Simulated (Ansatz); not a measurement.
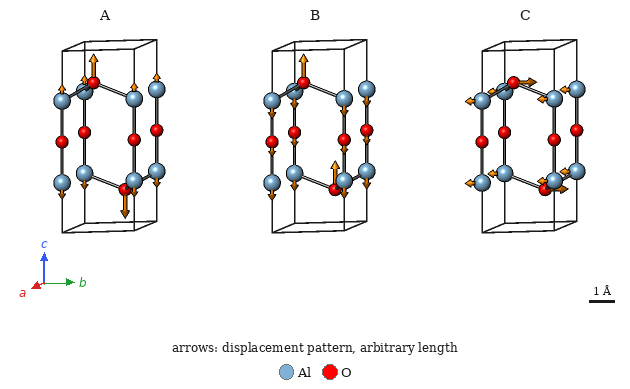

Modes of solid Al$_{2}$O$_{3}$, space group P-3m1 (No. 164), at the zone centre (one member of each degenerate set). The orange arrows are the displacements of the atoms (eigenvector over the root of the mass), of arbitrary overall length and sign. The picture is a ball-and-stick view of the cell of the calculation, seen slightly off an axis.

Computed with DFT LDA, scalar-relativistic, plane waves, PAW in Ansatz.

Frequencies are those without the non-analytic (LO–TO) term.

### Which are infrared-active and which Raman-active?

A is A₁g, Raman-active by symmetry (384 cm⁻¹). B is A₂u, infrared-active by symmetry (497 cm⁻¹). C is E_u, infrared-active by symmetry (633 cm⁻¹). The crystal has a centre of inversion, so no mode is both.

Limits of the set-up: layers or molecules are held without a dispersion correction, so their spacing is unreliable.
